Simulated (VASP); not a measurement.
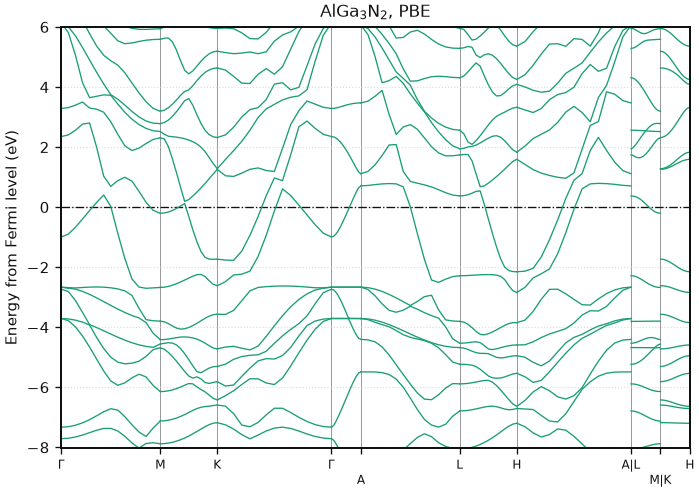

Band structure. Energies are counted from the Fermi level.

Q: What lattice type does the k path imply?

A: A hexagonal (primitive) lattice: the path Γ–M–K–Γ–A–L–H–A|L–M|K–H runs through the special points of its Brillouin zone.

The material is AlGa$_{3}$N$_{2}$, space group P3m1, 6 atoms in the cell; a = 3.220 Å, c = 9.363 Å (hexagonal axes).

Level of theory: PBE, VASP PAW PBE potentials, release 64 (Al, Ga_d, N), no spin polarisation, no spin-orbit coupling, 10×10×4 k mesh, 520 eV cutoff, Gaussian smearing of 0.1 eV; code VASP 6.6.1.

Q: Metal, semiconductor or insulator?

A: A metal: bands cross the Fermi level along this path.

Q: Which levels at L lie nearest to the Fermi level?

A: At L the nearest levels lie 2.28 eV below and 0.38 eV above the Fermi level.

The cell was built by a generator and needn't be a form met in nature. Bands are joined in order of energy, so crossings between the computed points show as kinks or gaps.
